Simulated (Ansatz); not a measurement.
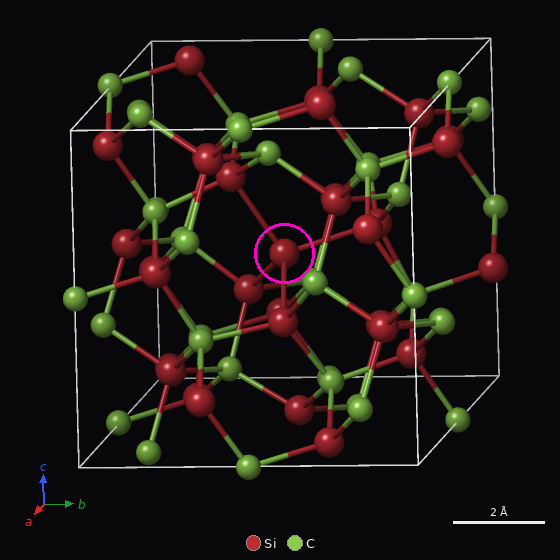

The image is a ball-and-stick drawing of a crystal, viewed slightly off an axis. The wireframe shows the supercell. The host is SiC, in a cell of 48 sites, and the cell carries a charge of +1. A ring marks the defect's site.

**Which defect is modelled here, and what are its neighbours?**

Silicon on a carbon site (an antisite). It is bonded to four Si in a tetrahedral arrangement at about 2.2 Å.

Calculation details: DFT PBE, scalar-relativistic, plane waves, PAW in Ansatz; a 420 eV plane-wave basis, a 2×2×2 k-point mesh, Gaussian smearing of 0.01 eV, collinear spins.

**Does the defect leave unpaired spin?**

Yes, 1.0 μB in the cell.

The atoms were relaxed in the host's cell with DFT PBE, scalar-relativistic, plane waves, PAW (Ansatz).
